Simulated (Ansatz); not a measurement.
# Single-point calculation of CdGeAs₂ (part 1 of 2)

The run: single-point calculation of CdGeAs₂ (8 atoms in the cell). Method and program: DFT, r2SCAN, plane waves, PAW, no spin polarisation (Ansatz 0.2.0).

The structure derives from a Materials Project entry. The geometry comes from this level: r2SCAN (a point of a series of strains). It belongs to a series of runs on one base structure; here: hydrostatic strain -1.0%. Figures and captions count atoms from 1; the log counts them from 0 in places.

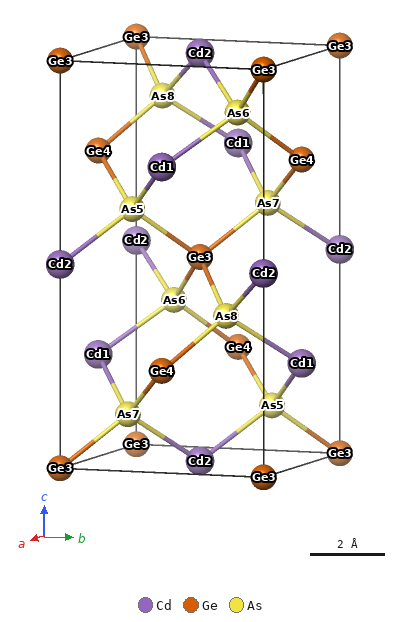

*The structure as given in the input (ball-and-stick view of the cell 2 times as large as that of the calculation, set on its symmetry axes, seen slightly off an axis; atoms are numbered from 1 in the order of the input). An atom can appear more than once, as a periodic image.*

## Input file
```yaml
crystal:
  lattice:
    - [-2.9602037748, 2.9602037748, 5.5953896527]
    - [2.9602037748, -2.9602037748, 5.5953896527]
    - [2.9602037748, 2.9602037748, -5.5953896527]
  atoms:
    - { symbol: Cd, position: [0.25, 0.75, 0.5] }
    - { symbol: Cd, position: [0.5, 0.5, 0.0] }
    - { symbol: Ge, position: [0.0, 0.0, 0.0] }
    - { symbol: Ge, position: [0.75, 0.25, 0.5] }
    - { symbol: As, position: [0.875, 0.3467879084, 0.9717879084] }
    - { symbol: As, position: [0.6532120916, 0.625, 0.5282120916] }
    - { symbol: As, position: [0.375, 0.9032120916, 0.0282120916] }
    - { symbol: As, position: [0.0967879084, 0.125, 0.4717879084] }
kpoints:
  mp_grid: { grid: [6, 6, 6] }
  band_path:
    path:
      - [0.0, 0.0, 0.0]
      - [0.0, 0.0, 0.5]
      - [0.25, 0.25, 0.25]
      - [0.0, 0.5, 0.0]
      - [0.5, 0.5, -0.5]
      - [0.3199717207, 0.6800282793, -0.3199717207]
      - [-0.3199717207, 0.3199717207, 0.3199717207]
      - [-0.1399434414, 0.1399434414, 0.5]
      - [0.5, 0.5, -0.1399434414]
      - [-0.010905, 0.010905, -0.010905]
    npoints: 1
hamiltonian:
  xc: r2scan
scf:
  occupations: { method: fermi_dirac, width: 0.02 }
  n_extra_bands: 6
output:
  forces: true
  stress: true
  eigenvalues: true
  write_density: true
  write_potential: true
  elf: true
  volumetric_format: npy
```

Machine: 2 threads of AMD EPYC (Zen 3), 288 GiB of memory available, shared host.

Launch command:
```bash
ansatz run input.yaml --threads 2 --pin off --max-ram 20275MiB --backend cpu --events-out ev --progress --plain --runs-dir out
```

## Output
```
scf.n_extra_bands = 6 over 64 filled bands (N_el = 128.0): the run solves 70 bands
Engine: ansatz 0.2.0, x86_64-unknown-linux-gnu
Pseudopotentials: kind: paw
Pseudopotential: Cd, paw, valence charge 20, recommended cutoff 500 eV (meta_gga), Cd.paw.azcp
Pseudopotential: Ge, paw, valence charge 14, recommended cutoff 500 eV (meta_gga), Ge.paw.azcp
Pseudopotential: As, paw, valence charge 15, recommended cutoff 500 eV (meta_gga), As.paw.azcp
Functional definition: r2SCAN
  parameter k0 = 0.174
  parameter k1 = 0.065
  parameter a1 = 4.9479
  exchange = r2scan_x(k0 = k0, k1 = k1, a1 = a1)
  correlation = r2scan_c
Crystal: 8 atoms, lattice volume = 196.125 Å³
Basis set: ecut = 500 eV, 4973 PW (Γ), exchange–correlation on 216×216×216 points (64 copies of the dense FFT grid, shifted against one another)
Bands: 70, of which v1, the nominal top of the filled ones, is band 64 counted from 1 (63 counted from 0)
Symmetry: 8 space group operations
Space group: I-42d (ITA 122), of the structure as read, at distance tolerance 5.8e-5 Å
k-points: 30 of 216 (time reversal used)
Non-local potential: Cd, projectors of the file, l = 0: 3, l = 1: 2, l = 2: 2, l = 3: 1
Non-local potential: Ge, projectors of the file, l = 0: 2, l = 1: 2, l = 2: 3, l = 3: 1
Non-local potential: As, projectors of the file, l = 0: 2, l = 1: 2, l = 2: 3, l = 3: 1
PAW form: soft (Blöchl's): semilocal exchange-correlation on the pseudo side does not see the compensation charge
PAW frozen core: Cd, regenerated for the run's functional (the file was generated under x = pbe(κ = 0.804, μ = 0.2195149727645171), c = pbe(β = 0.06672455060314922))
PAW frozen core: Ge, regenerated for the run's functional (the file was generated under x = pbe(κ = 0.804, μ = 0.2195149727645171), c = pbe(β = 0.06672455060314922))
PAW frozen core: As, regenerated for the run's functional (the file was generated under x = pbe(κ = 0.804, μ = 0.2195149727645171), c = pbe(β = 0.06672455060314922))
PAW one-centre angular grid: Cd, 590 points (default); XC on 160 Gauss nodes
PAW one-centre angular grid: Ge, 590 points (default); XC on 160 Gauss nodes
PAW one-centre angular grid: As, 590 points (default); XC on 160 Gauss nodes
Initial density: superposition of atomic densities (neutral atoms: chi_scale 0, normalization atom), corrected by the library's trained network
Initial wavefunctions: pseudopotential atomic-orbital guess
Functional: x = r2scan, c = r2scan; τ floored in thin density (d = 2e-4 eV/Å³)
SCF iter   1: F=—  HF=-44601.631049 eV  |F-HF|=—  |Δ(HF+E_count)|=         —  Δρ=5.03e-3  dr2=2.28e-2  dr2_τ=3.27e-2  ethr=1.77e-3  ⟨swp⟩=6.2  Hψ=7404  notcnv=0
preconditioner: auto → Resta (q_TF=auto, 2.541 Å⁻¹)  ε∞=4.9  [insulator: Δε(μ)=0.239 eV  Ē_g=9.676 eV  σ=0.020 eV  W_gap=0.99  n_scr=60 (ndim 8)  ℏωp=19.1 eV  f_vac=0.116  D(μ)=0.00/eV (n_scr^D=0)  ε∞_Penn≈4.9]
SCF iter   2: F=—  HF=-44601.664247 eV  |F-HF|=—  |Δ(HF+E_count)|=   3.32e-2  Δρ=2.46e-3  dr2=5.65e-3  dr2_τ=7.35e-4  ethr=1.78e-5  ⟨swp⟩=3.0  Hψ=4475  notcnv=0  defer=50
SCF iter   3: F=—  HF=-44601.665454 eV  |F-HF|=—  |Δ(HF+E_count)|=   1.21e-3  Δρ=1.23e-3  dr2=1.43e-3  dr2_τ=1.33e-4  ethr=4.41e-6  ⟨swp⟩=2.0  Hψ=2449  notcnv=0  defer=50
SCF iter   4: F=—  HF=-44601.665974 eV  |F-HF|=—  |Δ(HF+E_count)|=   5.20e-4  Δρ=1.62e-4  dr2=7.17e-5  dr2_τ=1.81e-6  ethr=1.11e-6  ⟨swp⟩=2.0  Hψ=2830  notcnv=0  defer=50
SCF iter   5: F=—  HF=-44601.665962 eV  |F-HF|=—  |Δ(HF+E_count)|=   1.14e-5  Δρ=5.48e-5  dr2=9.91e-6  dr2_τ=1.95e-7  ethr=5.60e-8  ⟨swp⟩=2.0  Hψ=3942  notcnv=0  defer=50
SCF iter   6: F=—  HF=-44601.665963 eV  |F-HF|=—  |Δ(HF+E_count)|=   6.03e-7  Δρ=2.03e-5  dr2=1.33e-6  dr2_τ=1.82e-8  ethr=7.75e-9  ⟨swp⟩=2.0  Hψ=3730  notcnv=0  defer=50
SCF iter   7: F=—  HF=-44601.665963 eV  |F-HF|=—  |Δ(HF+E_count)|=   2.26e-7  Δρ=9.69e-6  dr2=2.16e-7  dr2_τ=8.25e-9  ethr=1.04e-9  ⟨swp⟩=2.0  Hψ=3730  notcnv=0  defer=50
SCF iter   8: F=-44601.665963 eV  HF=-44601.665963 eV  |F-HF|=1.43e-9  |Δ(HF+E_count)|=   9.50e-8  Δρ=3.55e-6  dr2=2.03e-8  dr2_τ=4.10e-10  ethr=7.81e-11  ⟨swp⟩=12.2  Hψ=13550  notcnv=0
SCF 1 converged in 8 iterations: F = -44601.665963 eV  dr2 = 2.03e-8
  greatest PAW one-centre occupation: 1.001 electrons in one spin orbital (limit 2), on the Cd atom at site 1 (counted from 0), in its partial waves of l = 1
```

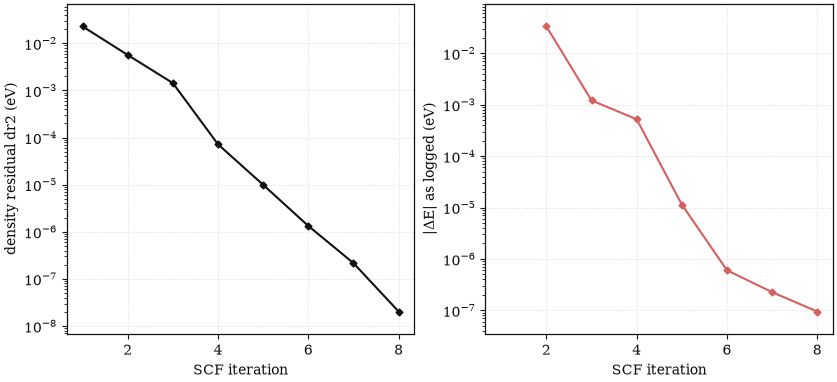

*Convergence of the self-consistent field: density residual dr2 and size of the energy change against the SCF iteration.*

The residual falls at every step.

```
NSCF: frozen V_eff on 10 k-points
SCF converged after 8 iterations
Free energy (F): -44601.665963 eV
Harris-Foulkes:  -44601.665963 eV  (|F-HF|=1.43e-9)
Internal energy: -44601.665960 eV  (E = F + TS)
E sigma→0 (E₀):  -44601.665962 eV
Entropy (-TS):   -0.000003 eV (-0.000 meV/atom)
Fermi energy:    8.957765 eV
--- Per-component energies (eV) ---
  E_band       = -2387.720942
  E_kinetic    = 1646.458835
  E_local      = -19801.710861  (includes V_loc(G=0)·N_el)
  E_nonlocal   = -1771.983794
  E_hartree    = 9669.029969
  E_xc         = -772.943552
  E_vxc        = -967.450175  (∫ρ·V_xc dr)
  E_paw        = -19670.204793  (= ΣΔE_a)
  E_vpaw       = -891.401345  (= ΣTr[D̂ρ^β])
  E_aug_tail   = 0.000020  (compensation charges beyond the density's cutoff)
  E_vtau       = 60.294813  (kinetic-family band-sum trace: ∫τ·v_τ [+ j·A + Jᵃ·Aᵃ] dr)
  E_ewald      = -13891.181080
  E_core_change = -9.130704  (= ΣΔE_core)
  E_smearing   = -0.000003  (= −TS)
  E_closure    = -0.000000  (closes the sum)
  Σ components = -44601.665963   (vs F -44601.665963, Δ=0.00e0)
--- Forces (eV/Å), atoms counted from 1 ---
  atom   1  Cd    -0.00000000    -0.00000000    -0.00000000
  atom   2  Cd    -0.00000000     0.00000000    -0.00000000
  atom   3  Ge     0.00000000     0.00000000     0.00000000
  atom   4  Ge     0.00000000     0.00000000     0.00000000
  atom   5  As    -0.00395040    -0.00000000     0.00000000
  atom   6  As     0.00000000     0.00395040     0.00000000
  atom   7  As     0.00395040     0.00000000     0.00000000
  atom   8  As     0.00000000    -0.00395040     0.00000000
  max |Σ_I F_I| component: 1.31e-17 eV/Å
--- Stress (GPa, compression-positive) ---
        2.005958       0.000000       0.000000
        0.000000       2.005958      -0.000000
        0.000000       0.000000       1.894743
  P = ⅓ Tr σ = 1.9689 GPa (19.689 kbar)
--- Band table (eV; the first three rows and the last of 30) ---
  k-point 0: bands = ["-96.4596", "-96.4596", "-56.6257", "-56.6253", "-56.5954", "-56.5954", "-56.5952", "-56.5952", "-27.2741", "-27.2735", "-27.2729", "-27.2729", "-27.2720", "-27.2716", "-27.2714", "-27.2714", "-27.2025", "-27.2019", "-27.2016", "-27.2016", "-27.1730", "-27.1726", "-27.1717", "-27.1717", "-27.1569", "-27.1568", "-27.1567", "-27.1567", "-16.8405", "-16.8405", "-16.8401", "-16.8349", "-16.8308", "-16.8308", "-16.8088", "-16.8071", "-16.8055", "-16.8032", "-4.8375", "-2.5161", "-2.5161", "-2.5023", "-0.9454", "-0.0731", "-0.0251", "-0.0251", "0.0832", "0.1532", "0.1551", "0.1782", "0.4238", "0.4238", "0.4431", "1.9177", "4.4670", "4.4670", "4.5037", "4.8627", "5.4277", "6.4407", "6.4407", "8.5829", "8.5829", "8.8196", "9.0960", "10.2743", "10.7451", "11.9496", "11.9496", "12.3407"]
  k-point 1: bands = ["-96.4597", "-96.4596", "-56.6257", "-56.6253", "-56.5953", "-56.5953", "-56.5952", "-56.5952", "-27.2740", "-27.2735", "-27.2730", "-27.2730", "-27.2719", "-27.2716", "-27.2714", "-27.2714", "-27.2025", "-27.2019", "-27.2017", "-27.2017", "-27.1728", "-27.1725", "-27.1718", "-27.1718", "-27.1570", "-27.1568", "-27.1567", "-27.1567", "-16.8405", "-16.8404", "-16.8396", "-16.8348", "-16.8314", "-16.8312", "-16.8086", "-16.8072", "-16.8053", "-16.8033", "-4.6979", "-2.8092", "-2.5886", "-2.5165", "-0.6932", "-0.1137", "-0.0518", "-0.0269", "0.0937", "0.1016", "0.1482", "0.1682", "0.3257", "0.4467", "0.5408", "2.0021", "4.2435", "4.6063", "4.6567", "5.2126", "5.4413", "6.5385", "6.5602", "7.0575", "8.1785", "8.4664", "10.2992", "10.5996", "11.8208", "11.8559", "12.0502", "12.8341"]
```
